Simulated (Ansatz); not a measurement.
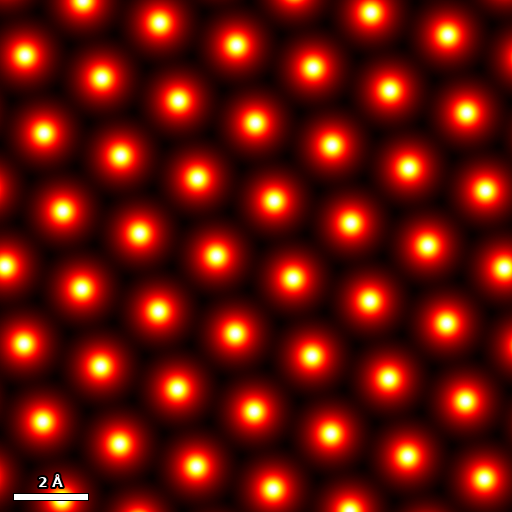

Map of the projected electrostatic potential of Pt. Computed as the sum of neutral-atom potentials (tabulated electron scattering factors, B = 0.3 Å²) projected along the beam and smoothed by 0.25 Å; brighter is more positive. The display is stretched by a gamma of 0.6; percentages refer to the linear signal.

**Give the net of the columns and its spacings.**

The pattern repeats on a hexagonal net with a repeat of 2.2 Å.

**What is the plane group of the image?**

p6mm: sixfold points with mirror lines through them.

**How many columns does the smallest repeating cell hold, and how many levels of brightness?**

1 column in the primitive cell of 4.1 Å², all of one brightness.

The crystal is Pt (Pm-3m, No. 221) seen along [111]. Structure: the geometry relaxed with Ansatz, DFT, BLYP, plane waves (420 eV) with PAW, scalar-relativistic; the starting structure was generated, so it need not be a known form of this composition.
